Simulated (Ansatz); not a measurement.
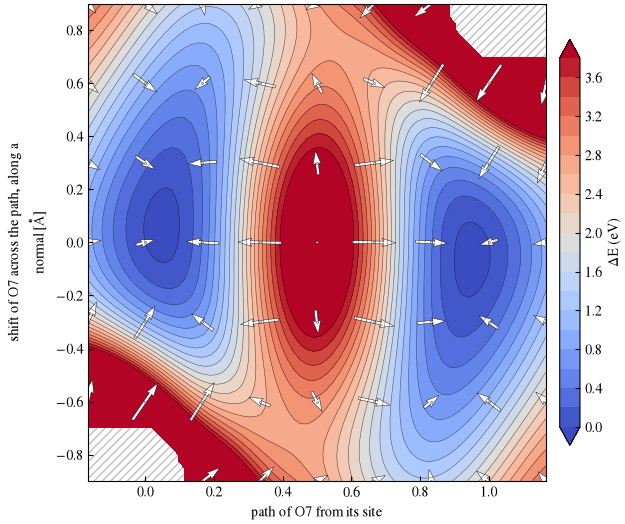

Energy landscape of SnO₂ (R-3m phase) with one O vacancy (11 atoms in the cell, cell charge +2). 
- An atom moved over a plane that holds its own site and a neighbouring vacancy (x along [1 0 0], y along [1 2 0], z along [0 0 1] of the conventional cell).
- The first coordinate is: path of O7 from its site (0) to the vacancy (1), 2.693 Å; the second: shift of O7 across the path, along a normal.
- Nothing is relaxed (all other atoms held at the sites of the perfect crystal).
- The scan uses a 9 × 7 grid; 30 points were computed and 29 follow by symmetry. At 4 points there is no value (left out of the scan, as a rule where atoms come close).
- Points are written as (first, second).
- All energies are given in eV per cell relative to the lowest grid point.
- The band gap closes in part of the range. The cell is charged on a uniform background, without a charge correction.
- Computed with DFT PBEsol+D3(BJ), scalar-relativistic, plane waves, PAW in Ansatz 0.2.0. Settings: cutoff 420 eV, k-mesh 6×6×6, gaussian smearing 0.05 eV, no spin polarisation.

Drawn: filled contours, dots at the grid points, arrows along the force (downhill), their lengths compressed, one colour for all values above the top of the scale, hatched blanks where no value was computed. Between grid points the surface is interpolated. 

Describe this landscape.

The lowest grid point is at (0.000, 0.0 Å) [nearest 3 Sn at 2.10 Å]; the map holds 2 wells of about this depth. The bottom of the well lies between grid points, at about (0.055, 0.0 Å), about 0.08 eV lower on the interpolated surface. It is the only kind of minimum in the scanned range. The highest grid point, (−0.167, −0.6 Å) [nearest 1 Sn at 1.42 Å], lies 10.35 eV above the lowest. On the interpolated surface the easiest way out of the lowest well to a well of about the same depth near (1.000, 0.0 Å) [nearest 3 Sn at 2.10 Å] passes a barrier of about 2.8 eV. Round the minimum the valley is somewhat tilted: raising the first coordinate shifts the best value of the second coordinate upwards (coupling k₁₂/√(k₁₁k₂₂) about −0.2).

Time for the 30 points that were run: 23 min on 4 threads of Arm Neoverse N1, on a shared host.
